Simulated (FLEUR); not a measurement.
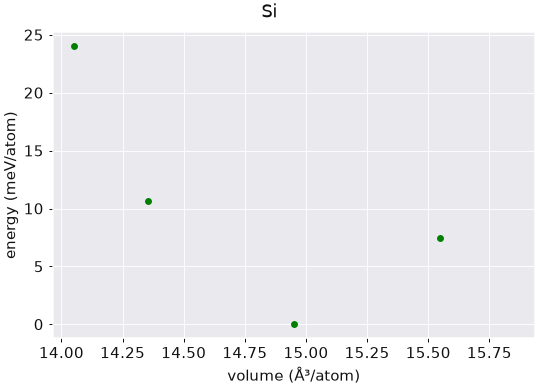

The picture above shows the energy against volume for Si, space group I4_1/amd (No. 141).

Structure:
```yaml
crystal:
  lattice:
    - [-2.37137, 2.37137, 1.32927]
    - [2.37137, -2.37137, 1.32927]
    - [2.37137, 2.37137, -1.32927]
  atoms:
    - { symbol: Si, position: [0.50000, 0.50000, 0.00000] }
    - { symbol: Si, position: [0.25000, 0.75000, 0.50000] }
```

How it was computed, with FLEUR MaX-R8.1 (later development tree): all-electron LAPW DFT, no spin polarisation; energies at scaled volumes of the given cell, shape and fractions fixed, counted from the fit's minimum, third-order Birch-Murnaghan fit. Level: SCAN.

| setting | value |
| --- | --- |
| k mesh | 11×11×11 |
| occupations | Fermi–Dirac |
| smearing width | 0.05 eV |
| potentials | all electron |
| program settings | basis FLAPW, kmax 4.69 1/bohr |

The point at volume 15.847 Å³/atom is left out of the plot. What does the calculation give there?

```json
{"volume (Å³/atom)": "15.847", "energy (meV/atom)": "16.80"}
```

Caveats: shape and atomic fractions are frozen while scaling, which makes layered, chain and framework solids too stiff.
